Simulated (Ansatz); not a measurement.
Si₂Ni (space group Fm-3m, No. 225). Coordinates: the end point of a relaxation with Ansatz 0.2.0, DFT PBE, scalar-relativistic, plane waves, PAW.

```yaml
crystal:
  lattice:
    - [5.44686, 0.00000, 0.00000]
    - [0.00000, 5.44686, 0.00000]
    - [0.00000, 0.00000, 5.44686]
  atoms:
    - { symbol: Si, position: [0.25000, 0.75000, 0.75000] }
    - { symbol: Si, position: [0.25000, 0.25000, 0.75000] }
    - { symbol: Ni, position: [0.00000, 0.00000, 0.00000] }
    - { symbol: Si, position: [0.25000, 0.25000, 0.25000] }
    - { symbol: Si, position: [0.25000, 0.75000, 0.25000] }
    - { symbol: Ni, position: [0.00000, 0.50000, 0.50000] }
    - { symbol: Si, position: [0.75000, 0.75000, 0.25000] }
    - { symbol: Si, position: [0.75000, 0.25000, 0.25000] }
    - { symbol: Ni, position: [0.50000, 0.00000, 0.50000] }
    - { symbol: Si, position: [0.75000, 0.25000, 0.75000] }
    - { symbol: Si, position: [0.75000, 0.75000, 0.75000] }
    - { symbol: Ni, position: [0.50000, 0.50000, 0.00000] }
```

Describe how the polyhedra about Ni are linked (bonds: Ni–Si below 2.7 Å).

Ni: NiSi8 cube, sharing edges with twelve neighbours.

They form a three-dimensional framework of edge-sharing cubes.

Centre to centre across a shared edge: 3.85 Å.

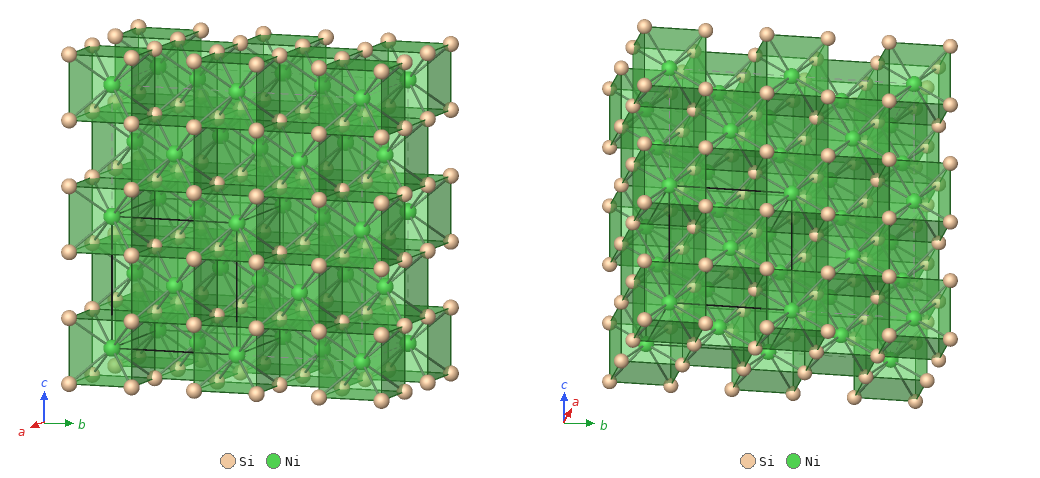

Polyhedra are drawn about Ni (bonds: Ni–Si below 2.7 Å); other atoms are plain spheres. Two views of the same piece.
